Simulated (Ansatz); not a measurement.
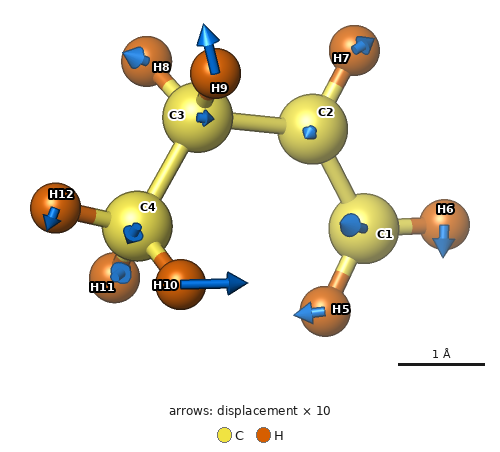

A relaxation of C4H8 (coarse preliminary run). The starting structure is drawn; blue arrows show the displacements, magnified 10 times. The two geometries are superimposed by the best rigid fit.

The picture is a ball-and-stick view, seen at a tilt.

The start comes from a force field.

Method: RKS PBE-D4/def2-SVP in Ansatz 0.2.0. (force threshold 0.03 eV/Å; at most 200 steps)

Q: Which element moves most?

A: Hydrogen: up to 0.081 Å, against 0.055 Å for carbon.

Q: What did the optimiser do to the structure, and how much energy did it gain?

A: The atom that moves furthest after the best rigid fit is H10 (0.081 Å). Largest moves by element: H 0.081 Å, C 0.055 Å. Near-neighbour distances that change, for instance: C1–H6 1.056 → 1.101 Å, C2–H7 1.063 → 1.106 Å, C3–H9 1.073 → 1.115 Å, C1–C2 1.380 → 1.345 Å. Among the angles between lasting bonds that change: C3–C4–H10 116.9° → 111.5°, H8–C3–H9 108.5° → 103.9°, H5–C1–H6 120.2° → 116.6°. Over 5 geometry steps the energy falls by 23.5 kJ/mol. Largest force component: 2.8 eV/Å at the start, 0.014 eV/Å at the end.
